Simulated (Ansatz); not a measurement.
```xyz
6
Lattice="5.1996 0.0000 0.0000 -2.5998 4.5030 0.0000 0.0000 0.0000 2.9104" Properties=species:S:1:pos:R:3 pbc="T T T"
Ta    0.0000    3.0020    1.4552
Ta    2.5998    1.5010    1.4552
Ta    0.0000    0.0000    0.0000
N     2.0404    0.0000    0.0000
N     1.5796    2.7360    0.0000
N    -1.0202    1.7670    0.0000
```

Space group P-62m.

Level of theory: DFT r2SCAN, scalar-relativistic, plane waves, PAW (Ansatz 0.2.0).

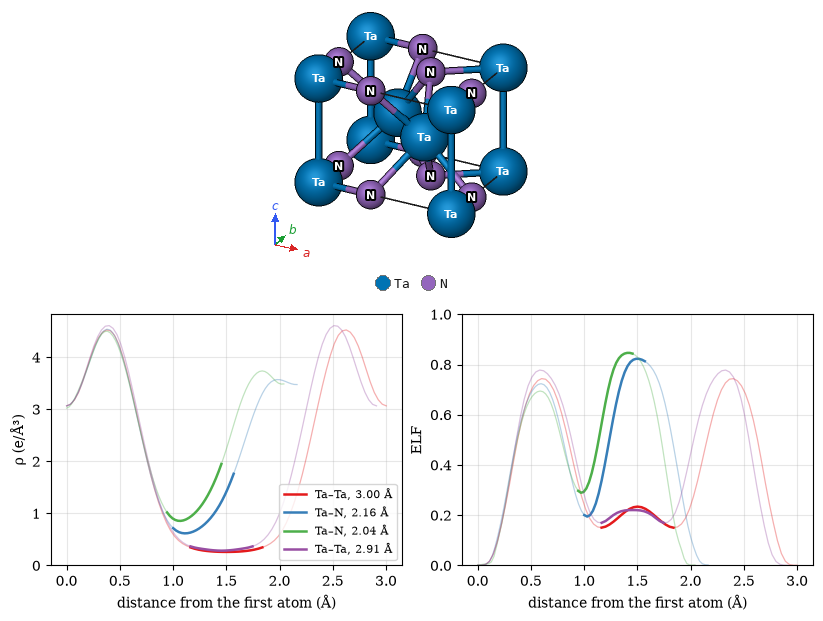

TaN. Valence pseudo-density and ELF along straight lines between neighbouring atoms. Thin, pale parts lie inside the atomic spheres. The structure is drawn too.

Core electrons are frozen (PAW), and the valence fields are smoothed inside the atomic spheres.

> What can be read from the curves?

Ta–Ta (3.00 Å): ρ is about 0.26 e/Å³ halfway; the ELF is about 0.25 at the midpoint; no localised pair shows between them.
Ta–N (2.16 Å): ρ at the midpoint is about 0.62 e/Å³; the ELF peaks at about 0.80 in the valence shell of N, 0.7 Å from its nucleus, and is about 0.20 at the midpoint: no shared electron pair shows on this line.
Ta–N (2.04 Å): the density is about 0.87 e/Å³ at the midpoint; the ELF peaks at about 0.85 in the valence shell of N, 0.6 Å from its nucleus, and is about 0.30 at the midpoint.
Ta–Ta (2.91 Å): ρ at the midpoint is about 0.28 e/Å³; the ELF is about 0.20 at the midpoint (no shared electron pair shows on this line).
